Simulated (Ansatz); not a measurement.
## Geometry relaxation of Si48C47 (part 2 of 2)

Continued. System: Si48C47 (defect cell, 95 atoms in the cell). Method: DFT, PBEsol, PAW, plane waves (Ansatz 0.2.0); cutoff 420 eV, 1×1×1 k-mesh, Fermi–Dirac smearing of 0.01 eV. 

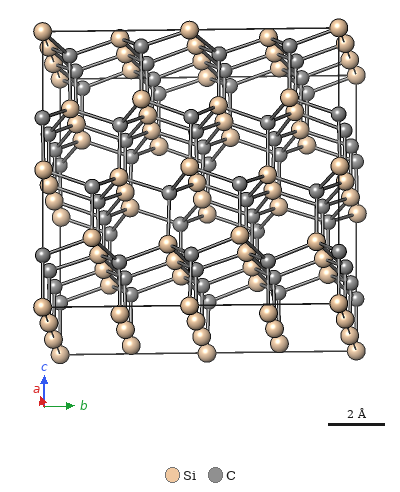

*The starting structure (ball-and-stick view of the cell of the calculation, seen at an oblique angle).*

```
SCF converged after 6 iterations
Free energy (F): -41446.965071 eV
Harris-Foulkes:  -41446.965071 eV  (|F-HF|=6.28e-9)
Internal energy: -41446.965071 eV  (E = F + TS)
E sigma→0 (E₀):  -41446.965071 eV
Fermi energy:    11.000178 eV
--- Per-component energies (eV) ---
  E_band       = 1316.515203
  E_kinetic    = 6390.252682
  E_local      = -5033.638479  (includes V_loc(G=0)·N_el)
  E_nonlocal   = 2468.071110
  E_hartree    = 1551.927471
  E_xc         = -4969.629490
  E_vxc        = -5173.943461  (∫ρ·V_xc dr)
  E_paw        = -28431.326624  (= ΣΔE_a)
  E_vpaw       = -438.080954  (= ΣTr[D̂ρ^β])
  E_aug_tail   = 0.000628  (compensation charges beyond the density's cutoff)
  E_ewald      = -13425.129004
  E_core_change = 2.506635  (= ΣΔE_core)
  E_smearing   = -0.000000  (= −TS)
  E_closure    = 0.000000  (closes the sum)
  Σ components = -41446.965071   (vs F -41446.965071, Δ=0.00e0)
--- Forces (eV/Å), atoms counted from 1 ---
  atom   1  Si     0.00090352     0.00186055    -0.00171031
  atom   2  Si    -0.00184957     0.00260886     0.00398739
  atom   3  Si     0.00053694     0.01392447     0.00148073
  atom   4  Si     0.00140743    -0.01441722    -0.00150875
  atom   5  Si     0.00085779    -0.00524334     0.00446134
  atom   6  Si    -0.00458384     0.01712174     0.02761924
  atom   7  Si     0.00198823    -0.01897536    -0.01639027
  atom   8  Si    -0.00543141    -0.00197820     0.00271453
  atom   9  Si     0.00292618     0.01387233     0.00367005
  atom  10  Si     0.00516549    -0.01396115    -0.00979903
  atom  11  Si     0.00332074    -0.00468455    -0.00135491
  atom  12  Si    -0.00017425    -0.00347553     0.00119666
  atom  13  Si    -0.00128193     0.00344360     0.00243395
  atom  14  Si     0.00280415     0.00460012     0.00200190
  atom  15  Si     0.00481713     0.00190593     0.00642444
  atom  16  Si     0.00014589    -0.00504977    -0.00374126
  atom  17  Si    -0.00193975     0.00569958    -0.00327445
  atom  18  Si    -0.00582800     0.01515457     0.02394185
  atom  19  Si    -0.00122605    -0.00707282    -0.00343419
  atom  20  Si    -0.00202762    -0.00047343     0.00118297
  atom  21  Si    -0.01070153     0.00755799    -0.00169551
  atom  22  Si    -0.00022019    -0.01012865    -0.00052800
  atom  23  Si    -0.00250805    -0.00411500    -0.00291207
  atom  24  Si     0.00161794    -0.00053267     0.00144138
  atom  25  Si     0.00101738     0.00519390    -0.00354169
  atom  26  Si     0.00166874     0.00462413    -0.00576903
  atom  27  Si    -0.00083124     0.00743098     0.00508830
  atom  28  Si    -0.00133756     0.00313667    -0.00568896
  atom  29  Si    -0.00644802    -0.00371071     0.00002232
  atom  30  Si    -0.00184201    -0.00296613     0.00179900
  atom  31  Si    -0.00026113     0.00148223    -0.00084956
  atom  32  Si    -0.00078628     0.00043056    -0.00392790
  atom  33  Si     0.00076979    -0.00312680     0.00125441
  atom  34  Si     0.00019706     0.00205836     0.00301676
  atom  35  Si     0.00169828    -0.00329969     0.00164858
  atom  36  Si    -0.00006517    -0.00070978     0.00026970
  atom  37  Si     0.00134009    -0.00338652     0.00136958
  atom  38  Si     0.00398761    -0.00144692    -0.00053894
  atom  39  Si    -0.00017163     0.00350635    -0.00203978
  atom  40  Si    -0.00302418     0.00491765     0.00117015
  atom  41  Si    -0.00355170    -0.00362453    -0.00083291
  atom  42  Si     0.00262735     0.00570284     0.00098536
  atom  43  Si     0.00197418     0.00507937     0.00949843
  atom  44  Si     0.00278872    -0.00349822    -0.00112923
  atom  45  Si     0.00001261     0.00217962     0.00150741
  atom  46  Si    -0.00144552     0.00319034     0.00870146
  atom  47  Si     0.00126476    -0.00876200     0.00190143
  atom  48  Si     0.00047186    -0.00617533     0.00170071
  atom  49  C     -0.00001780    -0.00173181     0.00317618
  atom  50  C     -0.00049228    -0.00028082    -0.00041057
  atom  51  C      0.00136766     0.00222471     0.00463270
  atom  52  C     -0.00231709     0.00142659    -0.00122976
  atom  53  C      0.00132540     0.00187562    -0.00019419
  atom  54  C      0.00624019    -0.00182214     0.00653342
  atom  55  C     -0.00504090     0.00603182    -0.01671387
  atom  56  C     -0.00005305    -0.00208777     0.00240848
  atom  57  C     -0.00054051     0.00082411     0.00226734
  atom  58  C      0.00781123     0.00118795    -0.00534109
  atom  59  C      0.00090682     0.00093878     0.00210666
  atom  60  C     -0.00049303    -0.00154080    -0.00024951
  atom  61  C      0.00040244     0.00176678    -0.00096572
  atom  62  C      0.00060063    -0.00309625    -0.00134858
  atom  63  C      0.00091337     0.00102166     0.00027149
  atom  64  C      0.00193163     0.00059205     0.00176295
  atom  65  C     -0.00073222    -0.00002095    -0.00144765
  atom  66  C     -0.00120838    -0.00671792    -0.01010941
  atom  67  C      0.00756634    -0.00887357    -0.00561283
  atom  68  C      0.00016120    -0.00076424    -0.00420566
  atom  69  C     -0.00199589     0.00297102    -0.00170546
  atom  70  C     -0.00387354    -0.00202632     0.00187395
  atom  71  C      0.00065254    -0.00108867    -0.00131208
  atom  72  C      0.00181832     0.00055102    -0.00243149
  atom  73  C     -0.00032279    -0.00254312    -0.00156825
  atom  74  C     -0.00138641     0.00520568    -0.00448616
  atom  75  C     -0.00459061    -0.00442714     0.00173487
  atom  76  C     -0.00081585    -0.00207642    -0.00065287
  atom  77  C     -0.00235348     0.01827725    -0.00891055
  atom  78  C      0.00315107    -0.00814797     0.00108939
  atom  79  C     -0.00110469    -0.00111407    -0.00234572
  atom  80  C      0.00541065    -0.00240069     0.00034942
  atom  81  C      0.00005234    -0.00425145     0.00145654
  atom  82  C      0.00100879     0.00579284    -0.00051121
  atom  83  C      0.00047216     0.00393930    -0.00065807
  atom  84  C     -0.00041307    -0.00227996     0.00142142
  atom  85  C     -0.00088703     0.00287663     0.00062768
  atom  86  C     -0.00008472    -0.00366026     0.00172096
  atom  87  C     -0.00005972    -0.00260722    -0.00153790
  atom  88  C      0.00131052     0.00112990    -0.00489279
  atom  89  C     -0.00100708    -0.00225468     0.00062819
  atom  90  C     -0.00062406     0.00086854    -0.00062036
  atom  91  C     -0.00110279    -0.00032524    -0.00197787
  atom  92  C      0.00095593     0.00093965    -0.00116417
  atom  93  C     -0.00141786    -0.00265674    -0.00101031
  atom  94  C      0.00088851     0.00188764     0.00012376
  atom  95  C     -0.00078435     0.00060892    -0.00239962
  max |Σ_I F_I| component: 1.07e-5 eV/Å
--- Band table (eV) ---
  k-point 0: bands = ["-5.8248", "-5.2896", "-5.2177", "-5.1094", "-4.6908", "-4.5919", "-4.5178", "-4.2419", "-4.0679", "-3.9969", ... 75 levels left out ..., "3.8759", "3.9625", "3.9970", "4.0927", "4.1298", "4.1591", "4.2470", "4.2819", "4.3301", "4.3437", "4.5590", "4.6238", "4.7668", "4.7985", "4.9000", "4.9245", "5.0078", "5.0662", "5.1288", "5.3020", "5.3399", "5.3861", "5.4179", "5.4530", "5.5349", "5.5818", "5.6027", "5.6344", "5.6688",
      "5.6855", "5.7497", "5.7745", "5.8397", "5.8510", "5.8804", "5.9167", "5.9298", "5.9814", "6.0654", "6.1183", "6.1694", "6.2037", "6.2793", "6.3217", "6.3431", "6.3911", "6.4569", "6.5413", "6.5830", "6.6420", "6.6700", "6.7012", "6.7230", "6.7632", "6.7792", "6.8573", "6.8998", "6.9360", "7.0500", "7.0611", "7.1201", "7.1517", "7.1776", "7.2136", "7.2457", "7.2825", "7.3137", "7.3418", "7.3878",
      "7.4217", "7.4552", "7.4696", "7.5169", "7.5283", "7.5839", "7.6034", "7.6250", "7.6602", "7.6980", "7.7175", "7.7544", "7.7951", "7.8427", "7.9048", "7.9281", "7.9614", "7.9947", "8.0352", "8.0688", "8.0913", "8.1750", "8.2289", "8.2793", "8.3018", "8.3922", "8.4697", "8.5325", "8.6036", "8.6614", "8.7420", "8.8007", "8.8391", "8.9850", "9.1734", "10.4469", "11.5535", "11.6152", "11.9986", "12.1522",
      "12.2587", "12.4045", "12.5254", "12.6929", "12.8623", "12.9471", "13.0312", "13.0736", "13.1657", "13.1742", "13.2444", "13.2920", "13.4032", "13.5015", "13.5852", "13.6659", "13.8280", "13.8747", "14.0077", "14.0890", "14.1997", "14.2672", "14.2998", "14.3378", "14.3731", "14.4519", "14.4765", "14.5123", "14.5545", "14.5776", "14.6489", "14.8133", "14.8551", "14.8728", "15.0122", "15.0435", "15.1190", "15.1974", "15.2380", "15.2675",
      "15.2756", "15.3426", "15.3938", "15.4498", "15.5618", "15.6037", "15.6159", "15.6449", "15.6767", "15.6833", "15.7094", "15.7785", "15.8211", "15.8519", "15.9031", "15.9910", "16.0474", "16.1100", "16.1857", "16.2175", "16.2594", "16.2935", "16.3413", "16.3837", "16.4385", "16.4706", "16.5124", "16.5486", "16.5579", "16.6054", "16.7157", "16.7523", "16.7714", "16.8050", "16.8556", "16.8678", "16.9039", "16.9128", "16.9470", "16.9912",
      "17.0417", "17.0894", "17.1313", "17.1619", "17.1970", "17.2250", "17.2923", "17.3056", "17.3464", "17.3507", "17.4016"]
--- Relaxed structure (8 steps of the walk, 7 accepted, 0 SCFs on fresh bases) ---
  F+E_penalty+E_count = -41446.96507110 eV   max|allowed force component| = 2.762e-2 eV/Å
  atoms:
    - { symbol: Si, position: [1.0003375198111262, 0.0022392169365174452, 0.4989909696735763] }
    - { symbol: Si, position: [0.3329772677161421, 0.0004979425957839376, 0.4979349088469171] }
    - { symbol: Si, position: [0.16872607090861, 0.2516101354635474, 0.49937836605888075] }
    - { symbol: Si, position: [1.000086305801565, 0.5015203789352225, 0.5023180298094059] }
    - { symbol: Si, position: [0.6674885222126257, 0.0007922931666280422, 0.49792000491015515] }
    - { symbol: Si, position: [0.500043586656061, 0.25391339191054396, 0.47901770577611397] }
    - { symbol: Si, position: [0.3477730344619792, 0.5099851909428861, 0.5085291171656453] }
    - { symbol: Si, position: [0.16597496958152894, 0.7512745351092447, 0.5009893482535729] }
    - { symbol: Si, position: [0.8319015517911125, 0.25146501451909725, 0.49923164087913524] }
    - { symbol: Si, position: [0.6518573089118639, 0.5098256616375922, 0.5088147836522079] }
    - { symbol: Si, position: [0.5003292435321707, 0.7542059221626326, 0.5004290877169049] }
    - { symbol: Si, position: [0.8344958060506188, 0.7514980967984753, 0.5010489369688639] }
    - { symbol: Si, position: [1.0001556281027006, 0.1661150008526948, 0.24906430746367336] }
    - { symbol: Si, position: [0.33186908203801385, 0.16255248424787597, 0.24541919030142145] }
    - { symbol: Si, position: [0.16850368689769357, 0.41509871676273985, 0.2532134357127915] }
    - { symbol: Si, position: [1.000175655095234, 0.6648186506302903, 0.25118657659219096] }
    - { symbol: Si, position: [0.6682367121477757, 0.16266759965328234, 0.24539549589444895] }
    - { symbol: Si, position: [0.499946424524433, 0.3985383007782965, 0.25516306410415174] }
    - { symbol: Si, position: [0.3347752726659288, 0.6645286011689101, 0.2515586621522832] }
    - { symbol: Si, position: [0.16659818843013285, 0.9146934122100179, 0.24911613831906562] }
    - { symbol: Si, position: [0.8316687274560693, 0.4149106284269804, 0.25326444141101195] }
    - { symbol: Si, position: [0.6655713550398439, 0.6644969338454634, 0.25167967735124686] }
    - { symbol: Si, position: [0.5001446568824087, 0.9155382255308143, 0.24883004683847168] }
    - { symbol: Si, position: [0.8337252219375353, 0.9147505264396126, 0.24912131469097926] }
    - { symbol: Si, position: [0.1668190850598173, 0.0844775983854501, 0.7488774288881829] }
    - { symbol: Si, position: [9.33843753239241e-5, 0.3340063552935405, 0.7498275227202847] }
    - { symbol: Si, position: [0.5001510335873484, 0.08614873034026774, 0.7421803515894239] }
    - { symbol: Si, position: [0.33384475167495675, 0.3351832999114106, 0.7478497854687866] }
    - { symbol: Si, position: [0.16604161928190903, 0.5846175121151783, 0.7532020234066101] }
    - { symbol: Si, position: [1.0001609737971586, 0.834728462712904, 0.7506224515848106] }
    - { symbol: Si, position: [0.8334893475012751, 0.08447828905365097, 0.7488054010075604] }
    - { symbol: Si, position: [0.6664566049387756, 0.3352585527775764, 0.7478306587900136] }
    - { symbol: Si, position: [0.5001925279559809, 0.5855208408681534, 0.7549433142174474] }
    - { symbol: Si, position: [0.3335074482988774, 0.834644621745307, 0.7498950208614873] }
    - { symbol: Si, position: [0.8342770254280184, 0.5847678340874074, 0.7534615595059978] }
    - { symbol: Si, position: [0.6667899338513914, 0.8346846371766486, 0.7499261144250324] }
    - { symbol: Si, position: [1.0001465095242672, 0.9996869385816384, -0.0006435581899635658] }
    - { symbol: Si, position: [0.33370781542216016, 0.9993851620633909, 0.9968268664194485] }
    - { symbol: Si, position: [0.16690229972580994, 0.2497217277613453, -0.0012629010386833578] }
    - { symbol: Si, position: [0.00016305458553539427, 0.49870100361432984, 1.003105748515566] }
    - { symbol: Si, position: [0.6665543094268228, -0.0005791661263044026, -0.003168266483048889] }
    - { symbol: Si, position: [0.5000532833880931, 0.24704422258473968, -0.00525265020618349] }
    - { symbol: Si, position: [0.33507093502798013, 0.497983483457564, 0.003123897350769067] }
    - { symbol: Si, position: [0.1668958908673155, 0.7492967654129042, 0.0011237383466482017] }
    - { symbol: Si, position: [0.8333257011890077, 0.24968621835550325, -0.0012936494698204929] }
    - { symbol: Si, position: [0.6650935150395809, 0.49798801963242545, 0.0032249727147353243] }
    - { symbol: Si, position: [0.500137225352948, 0.750106387237385, 1.0010928739995355] }
    - { symbol: Si, position: [0.8334422290593223, 0.7493263530582969, 1.0011591599332856] }
    - { symbol: C, position: [0.00019632958648316476, -0.0011645297059700399, 0.18672434028705498] }
    - { symbol: C, position: [0.3330675404241536, -0.0032219914045930587, 0.18444528392355544] }
    - { symbol: C, position: [0.16679467974778442, 0.24915684887939493, 0.18610449958411032] }
    - { symbol: C, position: [1.0001964530963106, 0.4973228106051634, 0.19111113617460376] }
    - { symbol: C, position: [0.6673144128917581, -0.003206250587910362, 0.1844561563955238] }
    - { symbol: C, position: [0.5000343271055304, 0.24009367022143413, 0.1785406022235463] }
    - { symbol: C, position: [0.336881395370278, 0.49544834560933954, 0.1932876382772773] }
    - { symbol: C, position: [0.16728162274355415, 0.747481750517356, 0.18825779558072633] }
    - { symbol: C, position: [0.8335405605134778, 0.2490763324110957, 0.18606193996839623] }
    - { symbol: C, position: [0.663431845446237, 0.49537422650779883, 0.1934874274075727] }
    - { symbol: C, position: [0.5002115423647088, 0.7485920666897758, 0.18807673641090283] }
    - { symbol: C, position: [0.8332276088703697, 0.7474333404413427, 0.1883483751635805] }
    - { symbol: C, position: [1.0001373525365351, 1.0011560646913307, 0.6866225433773231] }
    - { symbol: C, position: [0.3328807062126414, 0.0012356860071639486, 0.6849010922447407] }
    - { symbol: C, position: [0.16709756280990906, 0.251070100884095, 0.686645350390406] }
    - { symbol: C, position: [1.0000407009023364, 0.5012102597741155, 0.6893318113085706] }
    - { symbol: C, position: [0.6672763388483449, 1.001255694150049, 0.6848741457308459] }
    - { symbol: C, position: [0.5000489699166356, 0.2565910031783481, 0.675096283387009] }
    - { symbol: C, position: [0.3331007090510837, 0.5034344387523837, 0.6934153978406806] }
    - { symbol: C, position: [0.16644130096095208, 0.751075189401227, 0.6885562278364632] }
    - { symbol: C, position: [0.8330211411842985, 0.25104547822011497, 0.6865880142948076] }
    - { symbol: C, position: [0.6674509849359503, 0.5035772961057163, 0.6937386591903526] }
    - { symbol: C, position: [0.5001036594110957, 0.7514213920495579, 0.688091863242104] }
    - { symbol: C, position: [0.8337651218698486, 0.751137528477617, 0.6886230391972356] }
    - { symbol: C, position: [0.00035984908695442015, 0.16980748195879303, 0.4372973588700276] }
    - { symbol: C, position: [0.33142099258528157, 0.16554583120650349, 0.4333253382261712] }
    - { symbol: C, position: [0.17607928593014988, 0.41952070958917453, 0.4413837745608006] }
    - { symbol: C, position: [0.0002387944351356877, 0.6670266220254655, 0.43912620552156434] }
    - { symbol: C, position: [0.6688221770387665, 0.16588651945057156, 0.4331801709433756] }
    - { symbol: C, position: [0.33392495554425866, 0.6717863250402468, 0.4387960446040375] }
    - { symbol: C, position: [0.1660765192059317, 0.9174864946516256, 0.4370881863483827] }
    - { symbol: C, position: [0.8246855156296746, 0.41864956773837053, 0.4408824989219149] }
    - { symbol: C, position: [0.6667763264565935, 0.6718459703266767, 0.43892357854643077] }
    - { symbol: C, position: [0.5002875919423813, 0.9190592359710806, 0.4367762625499513] }
    - { symbol: C, position: [0.8345023717896903, 0.9178284488393645, 0.4371193405909939] }
    - { symbol: C, position: [0.16668369851190112, 0.08302276054146224, 0.9367900024557232] }
    - { symbol: C, position: [0.00012096059049838427, 0.3330830703575865, 0.937658090336159] }
    - { symbol: C, position: [0.500130663662554, 0.08221069364448902, 0.9307564403651193] }
    - { symbol: C, position: [0.3340983240717451, 0.3325552366662297, 0.936284439447359] }
    - { symbol: C, position: [0.16704748043884013, 0.5822094995531223, 0.9418343239794227] }
    - { symbol: C, position: [1.000162532019905, 0.8327704441776245, 0.9386367995705092] }
    - { symbol: C, position: [0.8336277525419113, 0.0829945194127225, 0.9367552026669161] }
    - { symbol: C, position: [0.6661169982975949, 0.33252455665895647, 0.936344648122801] }
    - { symbol: C, position: [0.5001200145196476, 0.5834262062782599, 0.9419725552076902] }
    - { symbol: C, position: [0.3333124101421841, 0.8324888945501993, 0.9376016231996649] }
    - { symbol: C, position: [0.8333356875616553, 0.5823035690304227, 0.9420383263805074] }
    - { symbol: C, position: [0.6670059281836181, 0.8325098796292357, 0.9376643142460411] }
--- Löwdin populations: 95 sites ---
  site symbol       q [e]
     0     Si      2.9496
     1     Si      2.9441
     2     Si      2.9533
     3     Si      2.9679
     4     Si      2.9450
     5     Si      3.2292
     6     Si      3.2525
     7     Si      2.9436
     8     Si      2.9514
     9     Si      3.2633
    10     Si      2.9404
    11     Si      2.9434
    12     Si      2.9630
    13     Si      2.9549
    14     Si      2.9712
    15     Si      2.9600
    16     Si      2.9544
    17     Si      3.2999
    18     Si      2.9566
    19     Si      2.9605
    20     Si      2.9695
    21     Si      2.9571
    22     Si      2.9561
    23     Si      2.9603
    24     Si      2.9594
    25     Si      2.9593
    26     Si      2.9725
    27     Si      2.9621
    28     Si      2.9560
    29     Si      2.9601
    30     Si      2.9597
    31     Si      2.9626
    32     Si      2.9512
    33     Si      2.9601
    34     Si      2.9556
    35     Si      2.9603
    36     Si      2.9474
    37     Si      2.9466
    38     Si      2.9469
    39     Si      2.9498
    40     Si      2.9463
    41     Si      2.9403
    42     Si      2.9521
    43     Si      2.9478
    44     Si      2.9471
    45     Si      2.9539
    46     Si      2.9435
    47     Si      2.9481
    48      C      4.9616
    49      C      4.9645
    50      C      4.9641
    51      C      4.9614
    52      C      4.9641
    53      C      4.9653
    54      C      4.9269
    55      C      4.9615
    56      C      4.9641
    57      C      4.9261
    58      C      4.9653
    59      C      4.9610
    60      C      4.9624
    61      C      4.9624
    62      C      4.9638
    63      C      4.9606
    64      C      4.9624
    65      C      4.9185
    66      C      4.9576
    67      C      4.9624
    68      C      4.9635
    69      C      4.9589
    70      C      4.9639
    71      C      4.9630
    72      C      4.9705
    73      C      4.9613
    74      C      4.9238
    75      C      4.9722
    76      C      4.9607
    77      C      4.9630
    78      C      4.9729
    79      C      4.9218
    80      C      4.9627
    81      C      4.9798
    82      C      4.9726
    83      C      4.9745
    84      C      4.9741
    85      C      4.9711
    86      C      4.9725
    87      C      4.9686
    88      C      4.9737
    89      C      4.9744
    90      C      4.9721
    91      C      4.9761
    92      C      4.9748
    93      C      4.9685
    94      C      4.9746
  spilling = 0.009850 (of n_electrons = 380.000000)
```

**Summary**

```json
{"quantity": "outcome", "value": "converged"}
{"quantity": "electrons treated", "value": "380"}
{"quantity": "free energy", "value": "−41446.9651 eV"}
{"quantity": "Fermi energy", "value": "11.000 eV"}
{"quantity": "largest force (length of the vector) at the end", "value": "0.033 eV/Å"}
{"quantity": "wall time", "value": "8 s (CPU time 22 s)"}
{"quantity": "peak memory", "value": "2 GiB"}
```

**Remarks**

The k-point mesh is coarse for a cell of this size, so the results may not be converged.
